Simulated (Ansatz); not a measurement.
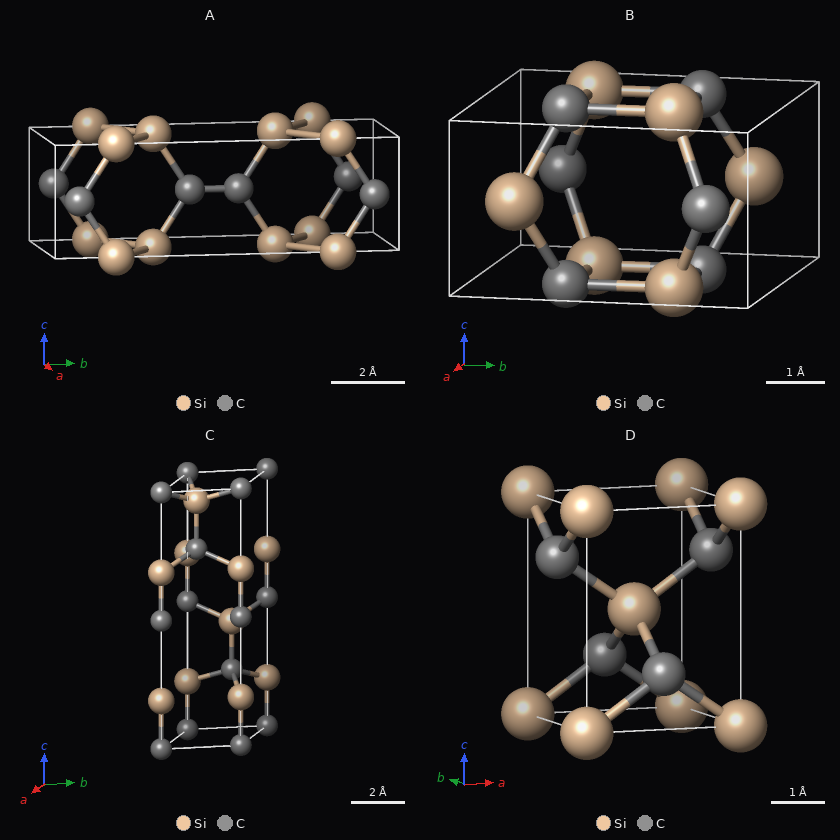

Four structures of SiC, each relaxed to rest (conventional cells in solid outline, small ones repeated, each panel with its own scale). Method: Ansatz 0.2.0, DFT PBE, scalar-relativistic, plane waves, PAW, without spin polarisation.

What are the structures shown?

A: 8 atoms a cell on a base-centred orthorhombic lattice, Cmmm; B: 8 atoms a cell on a primitive tetragonal lattice, P4_2/mnm; C: 8 atoms a cell on a primitive hexagonal lattice, P6_3mc; D: 4 atoms a cell on a body-centred tetragonal lattice, I-4m2.

Which of these is lowest in energy, and how far above it do the others lie?

C, then D (+10 meV/atom), B (+81 meV/atom) and A (+530 meV/atom), energies at zero smearing.

Collect the results in a table.

| panel | structure | E − E(lowest) (meV/atom) | volume (Å³/atom) | gap (eV) |
| --- | --- | --- | --- | --- |
| C | P6_3mc | 0 | 10.5 | 2.96 |
| D | I-4m2 | 10 | 10.5 | 0.96 |
| B | P4_2/mnm | 81 | 11.0 | 2.21 |
| A | Cmmm | 530 | 14.8 | metal |

Some of these may be structure types tried for this composition rather than known phases, and the most stable form need not be among them. Gaps are taken on the k-mesh or band path of each run.
